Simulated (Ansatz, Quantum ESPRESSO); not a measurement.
# Evanescent states of LiH, rock salt type, lattice constant set to 3.822 Å, part 2 of 3

Wanted: the complex band structure of LiH, rock salt type, lattice constant set to 3.822 Å, as for a tunnel barrier.

Quantum ESPRESSO 7.5; plane-wave DFT, LDA, GBRV ultrasoft pseudopotentials; cross-check by Ansatz 0.2.0 with PAW datasets.

So far. Step 2 (Ground state): The run needed 9 iterations to bring the estimated error under 1e-09 Ry.

### 3. Complex bands with pwcond.x

Level of this step: complex band structure by pwcond; plane-wave DFT, LDA, GBRV ultrasoft pseudopotentials (Quantum ESPRESSO).

ikind = 0 solves one period of the crystal for all kz, real and complex, at each energy and k across. ewind and epsproj trim the two-dimensional plane-wave basis; nz1 sets the subslabs.

Input file cbs.in:

```
&inputcond
  outdir = './out'
  prefixl = 'scf'
  band_file = 'cbs'
  ikind = 0
  ewind = 4.0
  epsproj = 1e-05
  nz1 = 7
  energy0 = 7.44
  denergy = -0.24
/
4
  0.00000000 0.00000000 1.00000000
  0.50000000 0.00000000 1.00000000
  0.50000000 0.50000000 1.00000000
  0.25000000 0.00000000 1.00000000
40
```

The run is started by

```
> OMP_NUM_THREADS=1 mpirun -n 2 pwcond.x -in cbs.in > cbs.out
```

The program printed:

```text
[banner, memory and clock lines left out]
Program PWCOND v.7.5 starts

          URL

     ./out/scf.save/

     IMPORTANT: XC functional enforced from input :
     Exchange-correlation= PZ
                           (   1   1   0   0   0   0   0)
     Any further DFT definition will be discarded
     Please, verify this is what you really want

     Reading collected, re-writing distributed wavefunctions

===== INPUT FILE containing the left lead =====

     GEOMETRY:

     lattice parameter (alat)  =       5.1071  a.u.
     the volume                =     188.3817 (a.u.)^3
     the cross section         =      26.0825 (a.u.)^2
     l of the unit cell        =       1.4142 (alat)
     number of atoms/cell      =            4
     number of atomic types    =            2

     crystal axes: (cart. coord. in units of alat)
               a(1) = (  1.0000  0.0000  0.0000 )
               a(2) = (  0.0000  1.0000  0.0000 )
               a(3) = (  0.0000  0.0000  1.4142 )

   Cartesian axes

     site n.     atom                  positions (alat units)
          1        Li     tau(  1)=(  0.0000  0.0000  1.4142  )
          2        H      tau(  2)=(  0.5000  0.5000  1.4142  )
          3        Li     tau(  3)=(  0.5000  0.5000  0.7071  )
          4        H      tau(  4)=(  0.0000  0.0000  0.7071  )

     nr1s                      =           24
     nr2s                      =           24
     nr3s                      =           30
     nr1sx                     =           24
     nr2sx                     =           24
     nr3sx                     =           30
     nr1                       =           24
     nr2                       =           24
     nr3                       =           36
     nr1x                      =           24
     nr2x                      =           24
     nr3x                      =           36

 _______________________________
  Radii of nonlocal spheres:

     type       ibeta     ang. mom.          radius (alat units)
       Li         1         0                    0.3948
       Li         2         0                    0.3948
       Li         3         0                    0.3948
       Li         4         1                    0.3948
       Li         5         1                    0.3948
       H          1         0                    0.2355
       H          2         0                    0.2355
----- General information -----

----- Complex band structure calculation -----

     nrx                       =           24
     nry                       =           24
     nz1                       =            7

     energy0               =         7.4E+00
     denergy               =        -2.4E-01
     nenergy               =         40
     ecut2d                =         4.0E+01
     ewind                 =         4.0E+00
     epsproj               =         1.0E-05

     number of k_|| points=    4
                       cryst. coord.
        k(    1) = (   0.0000000   0.0000000), wk =   0.2500000
        k(    2) = (   0.5000000   0.0000000), wk =   0.2500000
        k(    3) = (   0.5000000   0.5000000), wk =   0.2500000
        k(    4) = (   0.2500000   0.0000000), wk =   0.2500000
----- Information about left lead -----

     nocros                   =           11
     noins                    =           11
     norb                     =           33
     norbf                    =           33
     nrz                      =           30

      iorb      type   ibeta   ang. mom.   m       position (alat)
        1        1       1        0        1   taunew(   1)=(  0.0000  0.0000  0.0000)
        2        1       2        0        1   taunew(   2)=(  0.0000  0.0000  0.0000)
        3        1       3        0        1   taunew(   3)=(  0.0000  0.0000  0.0000)
        4        1       4        1        1   taunew(   4)=(  0.0000  0.0000  0.0000)
        5        1       4        1        2   taunew(   5)=(  0.0000  0.0000  0.0000)
        6        1       4        1        3   taunew(   6)=(  0.0000  0.0000  0.0000)
        7        1       5        1        1   taunew(   7)=(  0.0000  0.0000  0.0000)
        8        1       5        1        2   taunew(   8)=(  0.0000  0.0000  0.0000)
        9        1       5        1        3   taunew(   9)=(  0.0000  0.0000  0.0000)
       10        2       1        0        1   taunew(  10)=(  0.5000  0.5000  0.0000)
       11        2       2        0        1   taunew(  11)=(  0.5000  0.5000  0.0000)
       12        1       1        0        1   taunew(  12)=(  0.5000  0.5000  0.7071)
       13        1       2        0        1   taunew(  13)=(  0.5000  0.5000  0.7071)
       14        1       3        0        1   taunew(  14)=(  0.5000  0.5000  0.7071)
       15        1       4        1        1   taunew(  15)=(  0.5000  0.5000  0.7071)
       16        1       4        1        2   taunew(  16)=(  0.5000  0.5000  0.7071)
       17        1       4        1        3   taunew(  17)=(  0.5000  0.5000  0.7071)
       18        1       5        1        1   taunew(  18)=(  0.5000  0.5000  0.7071)
       19        1       5        1        2   taunew(  19)=(  0.5000  0.5000  0.7071)
       20        1       5        1        3   taunew(  20)=(  0.5000  0.5000  0.7071)
       21        2       1        0        1   taunew(  21)=(  0.0000  0.0000  0.7071)
       22        2       2        0        1   taunew(  22)=(  0.0000  0.0000  0.7071)
       23        1       1        0        1   taunew(  23)=(  0.0000  0.0000  1.4142)
       24        1       2        0        1   taunew(  24)=(  0.0000  0.0000  1.4142)
       25        1       3        0        1   taunew(  25)=(  0.0000  0.0000  1.4142)
       26        1       4        1        1   taunew(  26)=(  0.0000  0.0000  1.4142)
       27        1       4        1        2   taunew(  27)=(  0.0000  0.0000  1.4142)
       28        1       4        1        3   taunew(  28)=(  0.0000  0.0000  1.4142)
       29        1       5        1        1   taunew(  29)=(  0.0000  0.0000  1.4142)
       30        1       5        1        2   taunew(  30)=(  0.0000  0.0000  1.4142)
       31        1       5        1        3   taunew(  31)=(  0.0000  0.0000  1.4142)
       32        2       1        0        1   taunew(  32)=(  0.5000  0.5000  1.4142)
       33        2       2        0        1   taunew(  33)=(  0.5000  0.5000  1.4142)
    k slab    z(k)  z(k+1)     crossing(iorb=1,norb)
    1   0.0000 0.0471 0.0471   111111111110000000000000000000000
    2   0.0471 0.0943 0.0471   111111111110000000000000000000000
    3   0.0943 0.1414 0.0471   111111111110000000000000000000000
    4   0.1414 0.1886 0.0471   111111111110000000000000000000000
    5   0.1886 0.2357 0.0471   111111111110000000000000000000000
    6   0.2357 0.2828 0.0471   111111111000000000000000000000000
    7   0.2828 0.3300 0.0471   111111111001111111110000000000000
    8   0.3300 0.3771 0.0471   111111111001111111110000000000000
    9   0.3771 0.4243 0.0471   111111111001111111110000000000000
   10   0.4243 0.4714 0.0471   000000000001111111110000000000000
   11   0.4714 0.5185 0.0471   000000000001111111111100000000000
   12   0.5185 0.5657 0.0471   000000000001111111111100000000000
   13   0.5657 0.6128 0.0471   000000000001111111111100000000000
   14   0.6128 0.6600 0.0471   000000000001111111111100000000000
   15   0.6600 0.7071 0.0471   000000000001111111111100000000000
   16   0.7071 0.7542 0.0471   000000000001111111111100000000000
   17   0.7542 0.8014 0.0471   000000000001111111111100000000000
   18   0.8014 0.8485 0.0471   000000000001111111111100000000000
   19   0.8485 0.8957 0.0471   000000000001111111111100000000000
   20   0.8957 0.9428 0.0471   000000000001111111111100000000000
   21   0.9428 0.9899 0.0471   000000000001111111110000000000000
   22   0.9899 1.0371 0.0471   000000000001111111110011111111100
   23   1.0371 1.0842 0.0471   000000000001111111110011111111100
   24   1.0842 1.1314 0.0471   000000000001111111110011111111100
   25   1.1314 1.1785 0.0471   000000000000000000000011111111100
   26   1.1785 1.2257 0.0471   000000000000000000000011111111111
   27   1.2257 1.2728 0.0471   000000000000000000000011111111111
   28   1.2728 1.3199 0.0471   000000000000000000000011111111111
   29   1.3199 1.3671 0.0471   000000000000000000000011111111111
   30   1.3671 1.4142 0.0471   000000000000000000000011111111111
 ngper, shell number =           89          15
 ngper, n2d =           89          37
---  E-Ef =    7.4400000  k =    0.0000000   0.0000000
---  ie =          1  ik =          1
 Nchannels of the left tip =            1
 Right moving states:
   k1(2pi/a)   k2(2pi/a)   E-Ef (eV)
   0.3229957   0.0000000   7.4400000
 Left moving states:
   k1(2pi/a)   k2(2pi/a)   E-Ef (eV)
  -0.3229957  -0.0000000   7.4400000

---  E-Ef =    7.2000000  k =    0.0000000   0.0000000
---  ie =          2  ik =          1
 Nchannels of the left tip =            1
 Right moving states:
   k1(2pi/a)   k2(2pi/a)   E-Ef (eV)
   0.3114041   0.0000000   7.2000000
 Left moving states:
   k1(2pi/a)   k2(2pi/a)   E-Ef (eV)
  -0.3114041  -0.0000000   7.2000000
[... further energies and points left out ...]
---  E-Ef =   -1.6800000  k =    0.2500000   0.0000000
---  ie =         39  ik =          4
 Nchannels of the left tip =            1
 Right moving states:
   k1(2pi/a)   k2(2pi/a)   E-Ef (eV)
  -0.1905876  -0.0000000  -1.6800000
 Left moving states:
   k1(2pi/a)   k2(2pi/a)   E-Ef (eV)
   0.1905876  -0.0000000  -1.6800000

---  E-Ef =   -1.9200000  k =    0.2500000   0.0000000
---  ie =         40  ik =          4
 Nchannels of the left tip =            1
 Right moving states:
   k1(2pi/a)   k2(2pi/a)   E-Ef (eV)
  -0.2204626  -0.0000000  -1.9200000
 Left moving states:
   k1(2pi/a)   k2(2pi/a)   E-Ef (eV)
   0.2204626  -0.0000000  -1.9200000

Note: The following floating-point exceptions are signalling: IEEE_UNDERFLOW_FLAG IEEE_DENORMAL
Note: The following floating-point exceptions are signalling: IEEE_UNDERFLOW_FLAG IEEE_DENORMAL
```

Run time: 6.9 s. Hardware: 2 MPI ranks of Intel Xeon 6975P-C (Granite Rapids), shared host; peak memory 0.11 GiB.

This step gave:

| Quantity | Value |
| --- | --- |
| peak of the smallest κ at the zone centre | 0.127 Å⁻¹ |
| energy of the peak at the zone centre | 1.2 eV |
| peak of the smallest κ at (1/2, 1/2) | 0.613 Å⁻¹ |
| peak of the smallest κ at (1/4, 0) | 0.27 Å⁻¹ |

K across = (0, 0) in the cell's reciprocal vectors; values within 0.0025 1/Å of each other count once, columns are sorted by size at each energy, a dash where no further value was kept. Table of Im kz of the slowest decaying states by energy, zero at the highest filled level of the SCF mesh:

```csv
energy (eV),decay 1 (Å⁻¹),decay 2 (Å⁻¹),decay 3 (Å⁻¹)
-1.92,1.87,1.89,2.08
-1.44,1.83,1.91,2.05
-0.72,1.78,2.00,2.88
-0.24,1.74,1.97,1.98
0.00,1.72,1.96,1.98
0.24,0.078,1.71,1.94
0.72,0.118,1.67,1.91
1.44,0.124,1.61,1.86
1.92,0.102,1.57,1.82
2.40,0.038,1.53,1.79
3.12,1.46,1.73,1.84
3.60,1.42,1.70,1.82
4.08,1.37,1.66,1.80
4.80,1.30,1.60,1.76
5.28,1.25,1.56,1.74
5.76,1.2,1.52,1.71
6.24,1.15,1.48,1.69
6.96,1.06,1.41,1.65
7.44,0.994,1.37,1.62
```

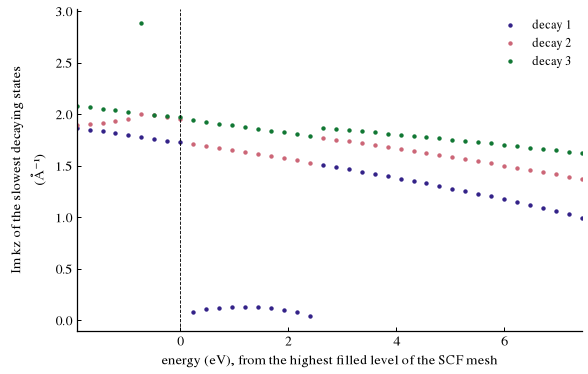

Im kz of the slowest decaying states against energy.

K across = (0, 0) in the cell's reciprocal vectors. Re kz of states that move upwards, channel 1 against energy, zero at the highest filled level of the SCF mesh:

```csv
energy (eV),"Re kz of states that move upwards, channel 1 (Å⁻¹)"
-1.92,-0.345
-1.20,-0.240
-0.48,-0.131
0.00,-0.00236
0.24,-
0.96,-
1.68,-
2.40,-
3.12,0.139
3.84,0.218
4.56,0.288
5.28,0.352
6.00,0.414
6.72,0.473
7.44,0.531
```

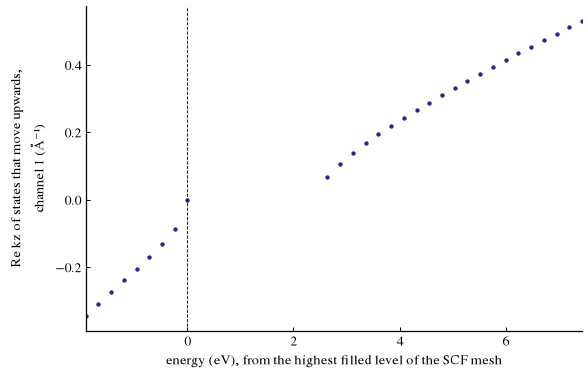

Re kz of states that move upwards, channel 1, plotted against energy.

K across = (1/2, 0) in the cell's reciprocal vectors; values within 0.0025 1/Å of each other count once, columns are sorted by size at each energy, a dash where no further value was kept. Im kz of the slowest decaying states against energy, zero at the highest filled level of the SCF mesh:

```csv
energy (eV),decay 1 (Å⁻¹),decay 2 (Å⁻¹),decay 3 (Å⁻¹)
-1.92,1.23,2.20,3.14
-1.20,1.24,2.16,3.11
-0.48,1.23,2.11,3.08
0.00,1.19,1.23,2.08
0.24,1.10,1.3,2.07
0.96,0.976,1.36,2.02
1.68,0.87,1.39,1.97
2.40,0.762,1.40,1.92
3.12,0.643,1.40,1.87
3.84,0.502,1.39,1.82
4.56,0.305,1.37,1.77
5.28,1.36,1.71,2.82
6.00,1.33,1.66,2.78
6.72,1.31,1.60,2.75
7.44,1.28,1.54,2.71
```

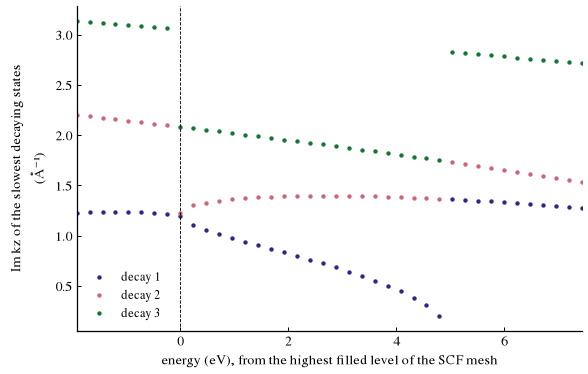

Im kz of the slowest decaying states, plotted against energy.

K across = (1/2, 1/2) in the cell's reciprocal vectors; values within 0.0025 1/Å of each other count once, columns are sorted by size at each energy, a dash where no further value was kept. Table of Im kz of the slowest decaying states by energy, zero at the highest filled level of the SCF mesh:

```csv
energy (eV),decay 1 (Å⁻¹),decay 2 (Å⁻¹),decay 3 (Å⁻¹)
-1.92,0.869,1.08,2.99
-1.20,0.694,0.987,2.96
-0.48,0.319,0.885,2.92
0.00,0.81,2.90,3.19
0.24,0.377,0.769,2.89
0.96,0.613,0.633,2.85
1.68,0.456,0.703,2.82
2.40,0.127,0.748,2.78
3.12,0.77,2.74,3.05
3.84,0.777,2.70,3.02
4.56,0.773,2.66,2.99
5.28,0.759,2.62,2.96
6.00,0.737,2.58,2.93
6.72,0.708,2.54,2.89
7.44,0.669,2.50,2.86
```

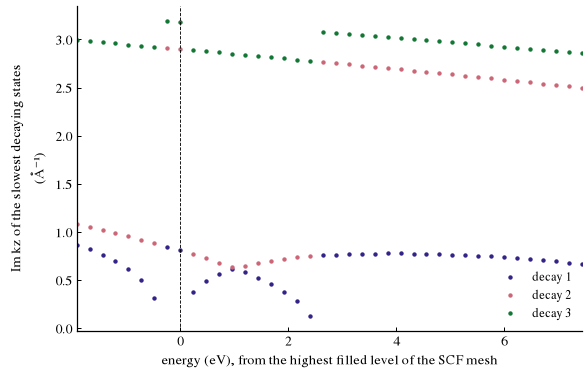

Im kz of the slowest decaying states against energy.

K across = (1/4, 0) in the cell's reciprocal vectors; values within 0.0025 1/Å of each other count once, columns are sorted by size at each energy, a dash where no further value was kept. Table of Im kz of the slowest decaying states by energy, zero at the highest filled level of the SCF mesh:

```csv
energy (eV),decay 1 (Å⁻¹),decay 2 (Å⁻¹),decay 3 (Å⁻¹)
-1.92,1.57,1.86,1.96
-1.20,1.50,1.83,1.91
-0.48,0.125,1.43,1.81
0.00,0.205,1.38,1.79
0.24,0.228,1.35,1.78
0.96,0.264,1.27,1.75
1.68,0.268,1.19,1.69
2.40,0.244,1.10,1.64
3.12,0.183,1,1.58
3.84,0.893,1.51,1.62
4.56,0.776,1.45,1.58
5.28,0.651,1.38,1.55
6.00,0.52,1.31,1.51
6.72,0.381,1.23,1.47
7.44,0.207,1.15,1.43
```

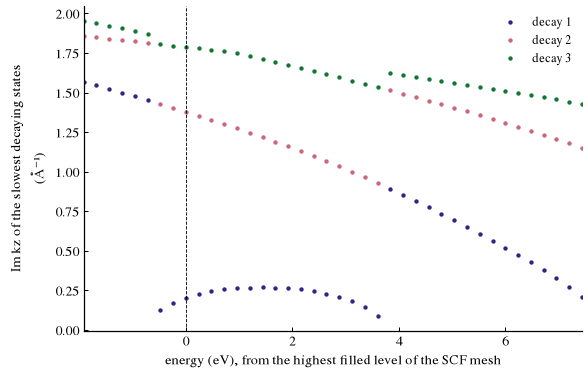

Im kz of the slowest decaying states, plotted against energy.

The program's own clock; routines nest. Time by routine:

```csv
routine,wall time (s),calls
PWCOND,6.15,1
scatter_forw,3.94,160
compbs,1.74,160
compbs_2,1.64,160
init,0.4,1
poten,0.13,1
local,0.06,4
```

### 4. Complex band structure, with epsproj = 0.01

A sensitivity test on the input.

cbs.w.in is the input of step 3 with these lines changed:

```diff
@@ -3,6 +3,6 @@
   prefixl = 'scf'
-  band_file = 'cbs'
+  band_file = 'cbs.w'
   ikind = 0
   ewind = 4.0
-  epsproj = 1e-05
+  epsproj = 0.01
   nz1 = 7
```

The run is started by

```
> OMP_NUM_THREADS=1 mpirun -n 2 pwcond.x -in cbs.w.in > cbs.w.out
```

The program printed:

```text
[banner, memory and clock lines left out]
Program PWCOND v.7.5 starts
[citation notice left out]

[...]
./out/scf.save/

     IMPORTANT: XC functional enforced from input :
     Exchange-correlation= PZ
                           (   1   1   0   0   0   0   0)
     Any further DFT definition will be discarded
     Please, verify this is what you really want

     Reading collected, re-writing distributed wavefunctions

===== INPUT FILE containing the left lead =====

     GEOMETRY:

     lattice parameter (alat)  =       5.1071  a.u.
     the volume                =     188.3817 (a.u.)^3
     the cross section         =      26.0825 (a.u.)^2
     l of the unit cell        =       1.4142 (alat)
     number of atoms/cell      =            4
     number of atomic types    =            2

     crystal axes: (cart. coord. in units of alat)
               a(1) = (  1.0000  0.0000  0.0000 )
               a(2) = (  0.0000  1.0000  0.0000 )
               a(3) = (  0.0000  0.0000  1.4142 )

   Cartesian axes

     site n.     atom                  positions (alat units)
          1        Li     tau(  1)=(  0.0000  0.0000  1.4142  )
          2        H      tau(  2)=(  0.5000  0.5000  1.4142  )
          3        Li     tau(  3)=(  0.5000  0.5000  0.7071  )
          4        H      tau(  4)=(  0.0000  0.0000  0.7071  )

     nr1s                      =           24
     nr2s                      =           24
     nr3s                      =           30
     nr1sx                     =           24
     nr2sx                     =           24
     nr3sx                     =           30
     nr1                       =           24
     nr2                       =           24
     nr3                       =           36
     nr1x                      =           24
     nr2x                      =           24
     nr3x                      =           36

 _______________________________
  Radii of nonlocal spheres:

     type       ibeta     ang. mom.          radius (alat units)
       Li         1         0                    0.3948
       Li         2         0                    0.3948
       Li         3         0                    0.3948
       Li         4         1                    0.3948
       Li         5         1                    0.3948
       H          1         0                    0.2355
       H          2         0                    0.2355
----- General information -----

----- Complex band structure calculation -----

     nrx                       =           24
     nry                       =           24
     nz1                       =            7

     energy0               =         7.4E+00
     denergy               =        -2.4E-01
     nenergy               =         40
     ecut2d                =         4.0E+01
     ewind                 =         4.0E+00
     epsproj               =         1.0E-02

     number of k_|| points=    4
                       cryst. coord.
        k(    1) = (   0.0000000   0.0000000), wk =   0.2500000
        k(    2) = (   0.5000000   0.0000000), wk =   0.2500000
        k(    3) = (   0.5000000   0.5000000), wk =   0.2500000
        k(    4) = (   0.2500000   0.0000000), wk =   0.2500000
----- Information about left lead -----

     nocros                   =           11
     noins                    =           11
     norb                     =           33
     norbf                    =           33
     nrz                      =           30

      iorb      type   ibeta   ang. mom.   m       position (alat)
        1        1       1        0        1   taunew(   1)=(  0.0000  0.0000  0.0000)
        2        1       2        0        1   taunew(   2)=(  0.0000  0.0000  0.0000)
[...]
33        2       2        0        1   taunew(  33)=(  0.5000  0.5000  1.4142)
    k slab    z(k)  z(k+1)     crossing(iorb=1,norb)
    1   0.0000 0.0471 0.0471   111111111110000000000000000000000
    2   0.0471 0.0943 0.0471   111111111110000000000000000000000
[...]
30   1.3671 1.4142 0.0471   000000000000000000000011111111111
 ngper, shell number =           89          15
 ngper, n2d =           89          13
---  E-Ef =    7.4400000  k =    0.0000000   0.0000000
---  ie =          1  ik =          1
 Nchannels of the left tip =            1
 Right moving states:
   k1(2pi/a)   k2(2pi/a)   E-Ef (eV)
   0.3228064   0.0000000   7.4400000
 Left moving states:
   k1(2pi/a)   k2(2pi/a)   E-Ef (eV)
  -0.3228064   0.0000000   7.4400000

---  E-Ef =    7.2000000  k =    0.0000000   0.0000000
---  ie =          2  ik =          1
 Nchannels of the left tip =            1
 Right moving states:
   k1(2pi/a)   k2(2pi/a)   E-Ef (eV)
   0.3112160   0.0000000   7.2000000
 Left moving states:
   k1(2pi/a)   k2(2pi/a)   E-Ef (eV)
  -0.3112160   0.0000000   7.2000000
[... further energies and points left out ...]
---  E-Ef =   -1.6800000  k =    0.2500000   0.0000000
---  ie =         39  ik =          4
 Nchannels of the left tip =            1
 Right moving states:
   k1(2pi/a)   k2(2pi/a)   E-Ef (eV)
  -0.1965090   0.0000000  -1.6800000
 Left moving states:
   k1(2pi/a)   k2(2pi/a)   E-Ef (eV)
   0.1965090   0.0000000  -1.6800000

---  E-Ef =   -1.9200000  k =    0.2500000   0.0000000
---  ie =         40  ik =          4
 Nchannels of the left tip =            1
 Right moving states:
   k1(2pi/a)   k2(2pi/a)   E-Ef (eV)
  -0.2263652  -0.0000000  -1.9200000
 Left moving states:
   k1(2pi/a)   k2(2pi/a)   E-Ef (eV)
   0.2263652   0.0000000  -1.9200000

[...]
```

The job ended after 3.8 s (2 MPI ranks; peak memory 0.1 GiB).

The changed values were drawn from a wide range, not chosen for quality; the comparison shows what they did here together.

Beside the run it was changed from:

```csv
quantity,this run,unchanged run,difference
peak of the smallest κ at the zone centre (Å⁻¹),0.127,0.127,0
"peak of the smallest κ at (1/2, 1/2) (Å⁻¹)",0.586,0.613,-0.027
wall time (s),3.8,6.9,
```

The physical values in this table move by up to 4.4 %.

(Part 2 of 3 ends here.)

[Logs are printed without paths, hosts, clocks, repeated set-up lines and the standing remarks that a program may print on its own settings, such as how far it seeks lower states.]

[Hosts, paths, dates, database ids (printed as entryN), source tags and the programs' standing remarks are cut or masked in the printed files.]

[Maps of the electrostatic potential energy from Ansatz leave out the sawtooth potential of an applied field or a dipole correction, so their vacuum need not be flat; planar profiles and work functions include it.]
